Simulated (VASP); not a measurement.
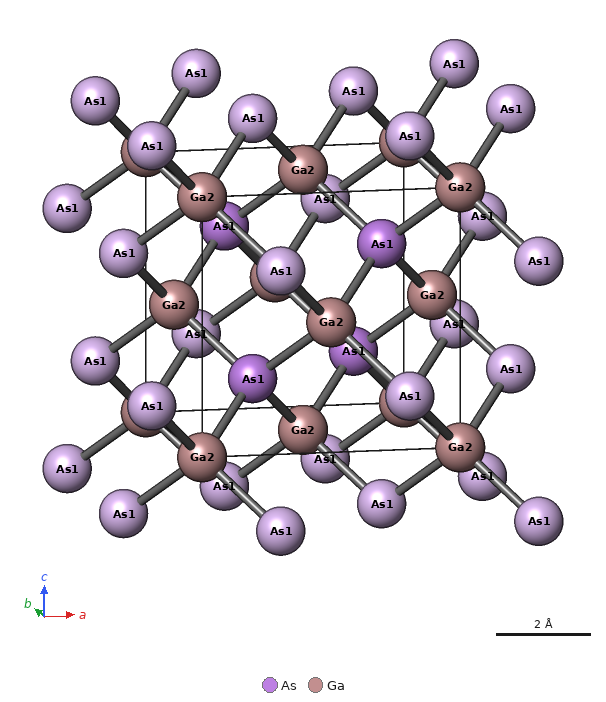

Figure 1. The structure as given in the input (ball-and-stick view of the cell 4 times as large as that of the calculation, set on its symmetry axes, seen slightly off an axis; neighbours outside the cell are drawn fainter; atoms are numbered from 1 in the order of the input). Near neighbours in the crystal (not all of them lie inside the picture): As has 4 Ga at 2.45 Å; Ga has 4 As at 2.45 Å.

Geometry relaxation of GaAs (part 1 of 3)

- system: GaAs (F-43m, 2 atoms in the cell)
- method: Kohn-Sham DFT of a periodic cell, PBE, VASP PAW PBE potentials, gw, light, no spin polarisation (VASP 6.6.1)

The structure derives from an entry of the Crystallography Open Database. It belongs to a series of runs on one base structure; here: pseudo_set = gw, light.

**OSZICAR**
```
N       E                     dE             d eps       ncg     rms          rms(c)
DAV:   1     0.151963728841E+03    0.15196E+03   -0.13113E+04   762   0.264E+03
DAV:   2     0.390252711487E+01   -0.14806E+03   -0.14374E+03   794   0.457E+02
DAV:   3    -0.785485464563E+01   -0.11757E+02   -0.11574E+02  1023   0.133E+02
DAV:   4    -0.840369363541E+01   -0.54884E+00   -0.54842E+00  1040   0.306E+01
DAV:   5    -0.840999479487E+01   -0.63012E-02   -0.63010E-02  1027   0.248E+00    0.335E+00
RMM:   6    -0.826345486823E+01    0.14654E+00   -0.21770E-01   798   0.801E+00    0.182E+00
RMM:   7    -0.824291148660E+01    0.20543E-01   -0.14677E-01   864   0.420E+00    0.622E-01
RMM:   8    -0.824399235716E+01   -0.10809E-02   -0.25073E-02   932   0.226E+00    0.177E-01
RMM:   9    -0.824420923505E+01   -0.21688E-03   -0.79306E-03   853   0.190E+00    0.477E-02
RMM:  10    -0.824449099172E+01   -0.28176E-03   -0.39513E-03   894   0.133E+00    0.418E-02
RMM:  11    -0.824446945979E+01    0.21532E-04   -0.12733E-03   908   0.805E-01    0.769E-03
RMM:  12    -0.824451120612E+01   -0.41746E-04   -0.57091E-04  1048   0.345E-01    0.553E-03
RMM:  13    -0.824451907419E+01   -0.78681E-05   -0.11079E-04   934   0.135E-01    0.899E-03
RMM:  14    -0.824452418330E+01   -0.51091E-05   -0.60160E-05   826   0.800E-02    0.866E-03
RMM:  15    -0.824452536523E+01   -0.11819E-05   -0.21522E-05   709   0.538E-02    0.915E-03
RMM:  16    -0.824452563965E+01   -0.27442E-06   -0.11766E-05   634   0.369E-02    0.564E-03
RMM:  17    -0.824452587914E+01   -0.23948E-06   -0.46261E-06   596   0.225E-02
   1 F= -.82445259E+01 E0= -.82445124E+01  d E =-.824453E+01
       N       E                     dE             d eps       ncg     rms          rms(c)
DAV:   1    -0.900801188275E+01   -0.76349E+00   -0.21369E+01  1014   0.151E+02    0.496E+00
RMM:   2    -0.840078791041E+01    0.60722E+00   -0.15020E+00   817   0.311E+01    0.201E+00
RMM:   3    -0.827306209436E+01    0.12773E+00   -0.37374E-01   830   0.812E+00    0.460E-01
RMM:   4    -0.826137709909E+01    0.11685E-01   -0.11098E-01   894   0.790E+00    0.269E-01
RMM:   5    -0.826604943544E+01   -0.46723E-02   -0.61195E-02   860   0.453E+00    0.245E-01
RMM:   6    -0.826425241786E+01    0.17970E-02   -0.22298E-02   892   0.367E+00    0.596E-02
RMM:   7    -0.826502118265E+01   -0.76876E-03   -0.95562E-03   968   0.125E+00    0.629E-02
RMM:   8    -0.826510305533E+01   -0.81873E-04   -0.12833E-03  1030   0.500E-01    0.656E-02
RMM:   9    -0.826517537648E+01   -0.72321E-04   -0.33649E-04   920   0.399E-01    0.990E-02
RMM:  10    -0.826552065067E+01   -0.34527E-03   -0.10566E-03   842   0.804E-01    0.248E-01
RMM:  11    -0.826510578178E+01    0.41487E-03   -0.23934E-03   840   0.128E+00    0.360E-02
RMM:  12    -0.826513014614E+01   -0.24364E-04   -0.18575E-04   814   0.216E-01    0.780E-02
RMM:  13    -0.826511268282E+01    0.17463E-04   -0.94158E-05   826   0.277E-01    0.195E-02
RMM:  14    -0.826511439320E+01   -0.17104E-05   -0.35135E-05   821   0.870E-02    0.375E-03
RMM:  15    -0.826511432683E+01    0.66369E-07   -0.49193E-06   692   0.498E-02
   2 F= -.82651143E+01 E0= -.82648483E+01  d E =-.205884E-01
       N       E                     dE             d eps       ncg     rms          rms(c)
DAV:   1    -0.832227313195E+01   -0.57159E-01   -0.13429E+00  1024   0.335E+01    0.137E+00
RMM:   2    -0.827664923776E+01    0.45624E-01   -0.13396E-01   818   0.924E+00    0.512E-01
RMM:   3    -0.826899740606E+01    0.76518E-02   -0.32396E-02   861   0.183E+00    0.162E-01
RMM:   4    -0.826787194279E+01    0.11255E-02   -0.35574E-03   904   0.138E+00    0.761E-02
RMM:   5    -0.826791711552E+01   -0.45173E-04   -0.17041E-03   988   0.601E-01    0.231E-02
RMM:   6    -0.826792374084E+01   -0.66253E-05   -0.41906E-04   900   0.500E-01    0.326E-03
RMM:   7    -0.826794438287E+01   -0.20642E-04   -0.23712E-04  1033   0.189E-01    0.890E-03
RMM:   8    -0.826794555998E+01   -0.11771E-05   -0.37649E-05   934   0.110E-01    0.372E-03
RMM:   9    -0.826794709647E+01   -0.15365E-05   -0.24736E-05   882   0.619E-02    0.369E-03
RMM:  10    -0.826794733081E+01   -0.23434E-06   -0.49719E-06   642   0.323E-02
   3 F= -.82679473E+01 E0= -.82677614E+01  d E =-.234215E-01
       N       E                     dE             d eps       ncg     rms          rms(c)
DAV:   1    -0.826821868801E+01   -0.27159E-03   -0.71288E-03   999   0.251E+00    0.992E-02
RMM:   2    -0.826798068587E+01    0.23800E-03   -0.66606E-04   818   0.652E-01    0.376E-02
RMM:   3    -0.826793772456E+01    0.42961E-04   -0.16039E-04   857   0.131E-01    0.105E-02
RMM:   4    -0.826793165159E+01    0.60730E-05   -0.29292E-05   874   0.137E-01    0.598E-03
RMM:   5    -0.826793176086E+01   -0.10927E-06   -0.11524E-05   789   0.615E-02    0.184E-03
RMM:   6    -0.826793151515E+01    0.24570E-06   -0.42069E-06   670   0.473E-02
   4 F= -.82679315E+01 E0= -.82677377E+01  d E =-.234056E-01
       N       E                     dE             d eps       ncg     rms          rms(c)
DAV:   1    -0.826890847913E+01   -0.97672E-03   -0.24462E-02  1024   0.463E+00    0.183E-01
RMM:   2    -0.826809579167E+01    0.81269E-03   -0.22991E-03   823   0.121E+00    0.693E-02
RMM:   3    -0.826795415131E+01    0.14164E-03   -0.55587E-04   866   0.242E-01    0.199E-02
RMM:   4    -0.826793578842E+01    0.18363E-04   -0.87964E-05   899   0.239E-01    0.109E-02
RMM:   5    -0.826793687569E+01   -0.10873E-05   -0.36959E-05   873   0.104E-01    0.311E-03
RMM:   6    -0.826793748437E+01   -0.60868E-06   -0.12552E-05   784   0.799E-02    0.728E-04
RMM:   7    -0.826793792944E+01   -0.44507E-06   -0.63259E-06   701   0.344E-02
   5 F= -.82679379E+01 E0= -.82677587E+01  d E =-.641429E-05
       N       E                     dE             d eps       ncg     rms          rms(c)
DAV:   1    -0.826817933809E+01   -0.24185E-03   -0.57501E-03  1024   0.226E+00    0.887E-02
RMM:   2    -0.826798781573E+01    0.19152E-03   -0.53453E-04   820   0.584E-01    0.338E-02
RMM:   3    -0.826795295361E+01    0.34862E-04   -0.13023E-04   862   0.117E-01    0.946E-03
RMM:   4    -0.826794781699E+01    0.51366E-05   -0.21896E-05   864   0.121E-01    0.541E-03
RMM:   5    -0.826794776619E+01    0.50802E-07   -0.90093E-06   756   0.542E-02
   6 F= -.82679478E+01 E0= -.82677615E+01  d E =-.162510E-04
       N       E                     dE             d eps       ncg     rms          rms(c)
DAV:   1    -0.826805738930E+01   -0.10957E-03   -0.27783E-03  1014   0.155E+00    0.622E-02
RMM:   2    -0.826796148707E+01    0.95902E-04   -0.26607E-04   822   0.412E-01    0.236E-02
RMM:   3    -0.826794490588E+01    0.16581E-04   -0.63242E-05   852   0.807E-02    0.669E-03
RMM:   4    -0.826794300214E+01    0.19037E-05   -0.10880E-05   826   0.848E-02    0.371E-03
RMM:   5    -0.826794311694E+01   -0.11480E-06   -0.42108E-06   680   0.380E-02
   7 F= -.82679431E+01 E0= -.82677619E+01  d E =-.116018E-04
       N       E                     dE             d eps       ncg     rms          rms(c)
DAV:   1    -0.826797620351E+01   -0.33201E-04   -0.69050E-04   999   0.768E-01    0.311E-02
RMM:   2    -0.826795237122E+01    0.23832E-04   -0.67297E-05   819   0.207E-01    0.117E-02
RMM:   3    -0.826794794363E+01    0.44276E-05   -0.16111E-05   782   0.404E-02    0.335E-03
RMM:   4    -0.826794712790E+01    0.81573E-06   -0.27337E-06   539   0.438E-02
   8 F= -.82679471E+01 E0= -.82677633E+01  d E =-.156128E-04
       N       E                     dE             d eps       ncg     rms          rms(c)
DAV:   1    -0.826795231653E+01   -0.43729E-05   -0.10917E-04  1009   0.309E-01    0.126E-02
RMM:   2    -0.826794874027E+01    0.35763E-05   -0.94829E-06   638   0.750E-02    0.502E-03
RMM:   3    -0.826794788246E+01    0.85780E-06   -0.26137E-06   539   0.191E-02
   9 F= -.82679479E+01 E0= -.82677630E+01  d E =-.163673E-04
       N       E                     dE             d eps       ncg     rms          rms(c)
DAV:   1    -0.826794844588E+01    0.29438E-06   -0.28606E-05   964   0.154E-01    0.575E-03
RMM:   2    -0.826794752301E+01    0.92287E-06   -0.25927E-06   524   0.404E-02
  10 F= -.82679475E+01 E0= -.82677633E+01  d E =-.160079E-04
```

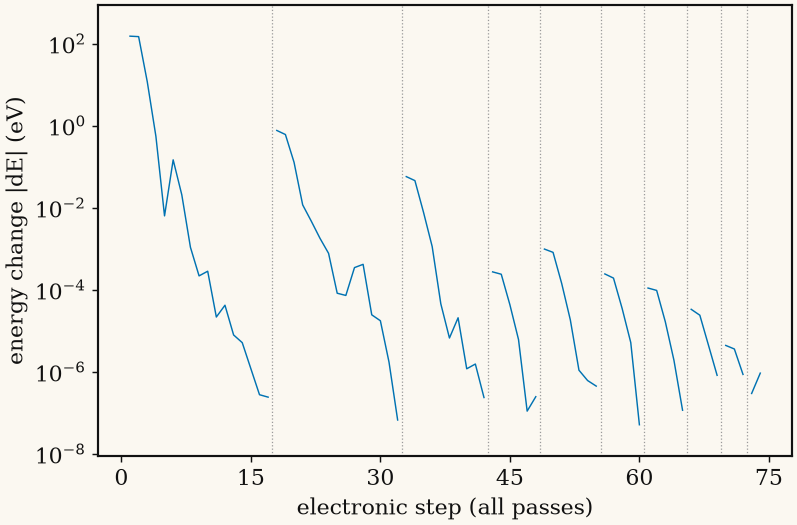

Figure 2. Convergence of the self-consistent field: energy change |dE| against the electronic step. Each stretch between dotted lines is the SCF of one geometry step of a relaxation. The 10 ionic steps take 2 to 17 electronic steps each. The density is held fixed in the first few steps, and dE rises again when its update begins.

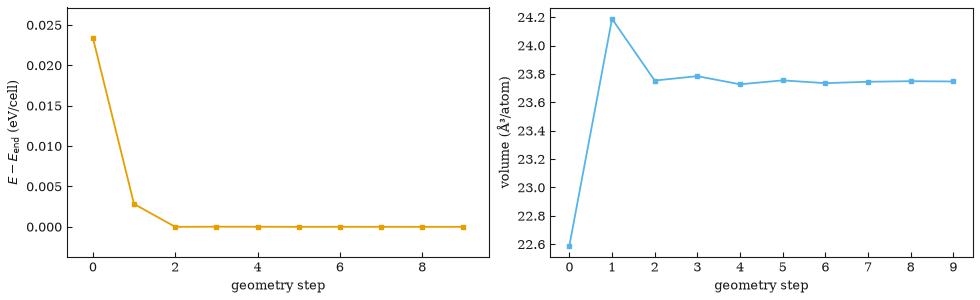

Figure 3. Progress of the relaxation, step by step (steps are counted from 0).

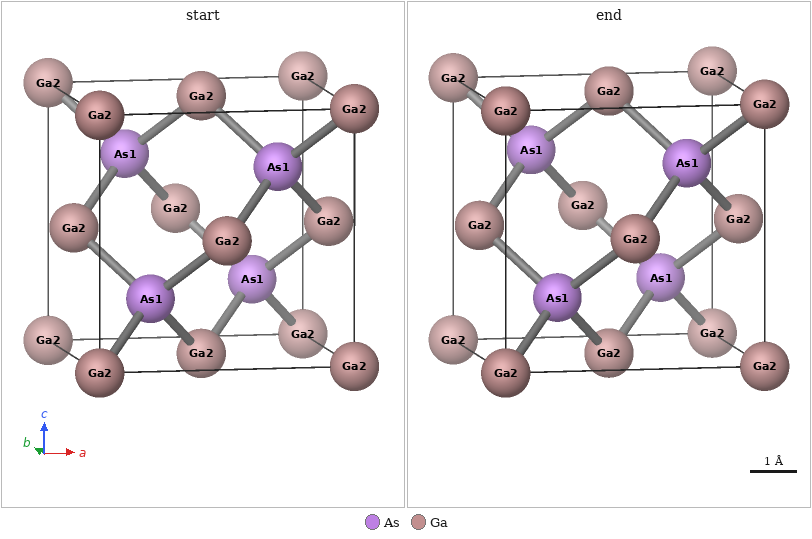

Figure 4. Before (left) and after (right) the relaxation, at one scale (ball-and-stick view of the cell 4 times as large as that of the calculation, set on its symmetry axes, seen slightly off an axis). The atoms keep their places relative to the cell (all moves are under 0.005 Å). Cell: a = b = c 5.654 → 5.749 Å (+1.7 %). Volume +5.1 %. Among the contacts that change: As1–Ga2 2.448 → 2.489 Å. The space group stays F-43m (No. 216). After 9 geometry steps the energy has fallen by 23.4 meV per cell of the calculation. All forces vanish by symmetry, so only the cell relaxes. (Atoms are counted from 1 in the order of the input.)

**Parts of OUTCAR**
```
PREC = Accurate
   ENCUT = 900
   EDIFF = 1E-6
   ISMEAR = -1
   LREAL = False
   LASPH = True
   NELM = 60
   ISIF = 3
   GGA = PE
   IBRION = 2
   NSW = 60
   EDIFFG = -0.01

 ion  position               nearest neighbor table
   1  0.750  0.750  0.750-   2 2.45   2 2.45   2 2.45   2 2.45
   2  0.000  0.000  0.000-   1 2.45   1 2.45   1 2.45   1 2.45

  LATTYP: Found a face centered cubic cell.
 ALAT       =     5.6537000000

  Lattice vectors:

 A1 = (   0.0000000000,   2.8268500000,   2.8268500000)
 A2 = (   2.8268500000,   0.0000000000,   2.8268500000)
 A3 = (   2.8268500000,   2.8268500000,   0.0000000000)

Analysis of symmetry for initial positions (statically):
=====================================================================
 Subroutine PRICEL returns:
 Original cell was already a primitive cell.

 Routine SETGRP: Setting up the symmetry group for a
 face centered cubic supercell.

 Subroutine GETGRP returns: Found 24 space group operations
 (whereof 24 operations were pure point group operations)
 out of a pool of 48 trial point group operations.

The static configuration has the point symmetry T_d .

Analysis of symmetry for dynamics (positions and initial velocities):
=====================================================================
 Subroutine PRICEL returns:
 Original cell was already a primitive cell.

 Routine SETGRP: Setting up the symmetry group for a
 face centered cubic supercell.

 Subroutine GETGRP returns: Found 24 space group operations
 (whereof 24 operations were pure point group operations)
 out of a pool of 48 trial point group operations.

The dynamic configuration has the point symmetry T_d .

 Subroutine INISYM returns: Found 24 space group operations
 (whereof 24 operations are pure point group operations),
 and found     1 'primitive' translations

----------------------------------------------------------------------------------------

                                     Primitive cell

  volume of cell :      45.1792

  direct lattice vectors                    reciprocal lattice vectors
     0.000000000  2.826850000  2.826850000    -0.176875321  0.176875321  0.176875321
     2.826850000  0.000000000  2.826850000     0.176875321 -0.176875321  0.176875321
     2.826850000  2.826850000  0.000000000     0.176875321  0.176875321 -0.176875321

  length of vectors
     3.997769609  3.997769609  3.997769609     0.306357042  0.306357042  0.306357042

  position of ions in fractional coordinates (direct lattice)
     0.750000000  0.750000000  0.750000000
     0.000000000  0.000000000  0.000000000

  ion indices of the primitive-cell ions
   primitive index   ion index
                 1           1
                 2           2

----------------------------------------------------------------------------------------

 KPOINTS: Automatic mesh

Automatic generation of k-mesh.
 Grid dimensions read from file:
 generate k-points for:    8    8    8

 Generating k-lattice:

  Cartesian coordinates                     Fractional coordinates (reciprocal lattice)
    -0.022109415  0.022109415  0.022109415     0.125000000  0.000000000  0.000000000
     0.022109415 -0.022109415  0.022109415     0.000000000  0.125000000  0.000000000
     0.022109415  0.022109415 -0.022109415     0.000000000  0.000000000  0.125000000

  Length of vectors
     0.038294630  0.038294630  0.038294630

  Shift w.r.t. Gamma in fractional coordinates (k-lattice)
     0.000000000  0.000000000  0.000000000

 Subroutine IBZKPT returns following result:
 ===========================================

 Found     29 irreducible k-points:

 Following reciprocal coordinates:
            Coordinates               Weight
  0.000000  0.000000  0.000000      1.000000
  0.125000  0.000000  0.000000      8.000000
  0.250000  0.000000  0.000000      8.000000
  0.375000  0.000000  0.000000      8.000000
  0.500000  0.000000  0.000000      4.000000
  0.125000  0.125000  0.000000      6.000000
  0.250000  0.125000  0.000000     24.000000
  0.375000  0.125000  0.000000     24.000000
  0.500000  0.125000  0.000000     24.000000
 -0.375000  0.125000  0.000000     24.000000
 -0.250000  0.125000  0.000000     24.000000
 -0.125000  0.125000  0.000000     12.000000
  0.250000  0.250000  0.000000      6.000000
  0.375000  0.250000  0.000000     24.000000
  0.500000  0.250000  0.000000     24.000000
 -0.375000  0.250000  0.000000     24.000000
 -0.250000  0.250000  0.000000     12.000000
  0.375000  0.375000  0.000000      6.000000
  0.500000  0.375000  0.000000     24.000000
 -0.375000  0.375000  0.000000     12.000000
  0.500000  0.500000  0.000000      3.000000
  0.375000  0.250000  0.125000     24.000000
  0.500000  0.250000  0.125000     48.000000
 -0.375000  0.250000  0.125000     24.000000
 [... further k-points ...]
   k-points           NKPTS =     29   k-points in BZ     NKDIM =     29   number of bands    NBANDS=     13
   number of dos      NEDOS =    301   number of ions     NIONS =      2
   total plane-waves  NPLWV =  64000
   dimension x,y,z NGX =    40 NGY =   40 NGZ =   40
   dimension x,y,z NGXF=    80 NGYF=   80 NGZF=   80
   ions per type =               1   1
   NGX,Y,Z   is equivalent  to a cutoff of  16.63, 16.63, 16.63 a.u.
   NGXF,Y,Z  is equivalent  to a cutoff of  33.27, 33.27, 33.27 a.u.
 SYSTEM =  unknown system
   PREC   = accura    normal or accurate (medium, high low for compatibility)
   ISTART =      0    job   : 0-new  1-cont  2-samecut
   ICHARG =      2    charge: 1-file 2-atom 10-const
   ISPIN  =      1    spin polarized calculation?
   LNONCOLLINEAR =      F non collinear calculations
   LSORBIT =      F    spin-orbit coupling
   LASPH  =      T    aspherical Exc in radial PAW
   ENCUT  =  900.0 eV  66.15 Ry    8.13 a.u.   9.78  9.78  9.78*2*pi/ulx,y,z
   NELM   =     60;   NELMIN=  2; NELMDL= -5     # of ELM steps
   EDIFF  = 0.1E-05   stopping-criterion for ELM
   LREAL  =      F    real-space projection
   EDIFFG = -.1E-01   stopping-criterion for IOM
   NSW    =     60    number of steps for IOM
   IBRION =      2    ionic relax: 0-MD 1-quasi-New 2-CG
   NFREE  =      1    steps in history (QN), initial steepest desc. (CG)
   ISIF   =      3    stress and relaxation
   ISYM   =      2    0-nonsym 1-usesym 2-fastsym
   POTIM  = 0.5000    time-step for ionic-motion
   TEBEG  =    0.0;   TEEND  =   0.0 temperature during run
   PSTRESS=    0.0 pullay stress
   NELECT =      18.0000    total number of electrons
   NUPDOWN=      -1.0000    fix difference up-down
   EMIN   =  10.00;   EMAX   =-10.00  energy-range for DOS
   EFERMI =   0.00;   METHOD = LEGACY
   ISMEAR =    -1;   SIGMA  =   0.05  broadening in eV -4-tet -1-fermi 0-gaus
   EFERMI_NEDOS =   21; number of points for ismear=-14 and -15
   IALGO  =     68    algorithm
   IMIX   =      4    mixing-type and parameters
     AMIX     =   0.40;   BMIX     =  1.00
     AMIX_MAG =   1.60;   BMIX_MAG =  1.00
  volume/ion in A,a.u.               =      22.59       152.44
  Fermi-wavevector in a.u.,A,eV,Ry     =   1.204628  2.276417 19.743799  1.451128
  Thomas-Fermi vector in A             =   2.340347
   LORBIT       =      0    0 simple, 1 ext, 2 COOP (PROOUT), +10 PAW based schemes
   GGA     = PE    functional components
   LHFCALC =     F    Hartree Fock is set to
   AEXX    =    0.0000 exact exchange contribution
   IVDW    =     0    specifies the selected vdW correction
   LEPSILON=     F    determine dielectric tensor
   LRPA    =     F    only Hartree local field effects (RPA)
 conjugate gradient relaxation of ions
 non-spin polarized calculation
 RMM-DIIS sequential band-by-band and
  energy-cutoff  :      900.00
  volume of cell :       45.18
 maximum number of plane-waves:      2788
   NGX = 19   NGY = 19   NGZ = 19

--------------------------------------- Ionic step        1  -------------------------------------------

 number of electron      18.0000004 magnetization

 Free energy of the ion-electron system (eV)
  ---------------------------------------------------
  ext. energy  EPLUGINS =         0.00000000
  ---------------------------------------------------
  free energy    TOTEN  =        -8.24452588 eV
```
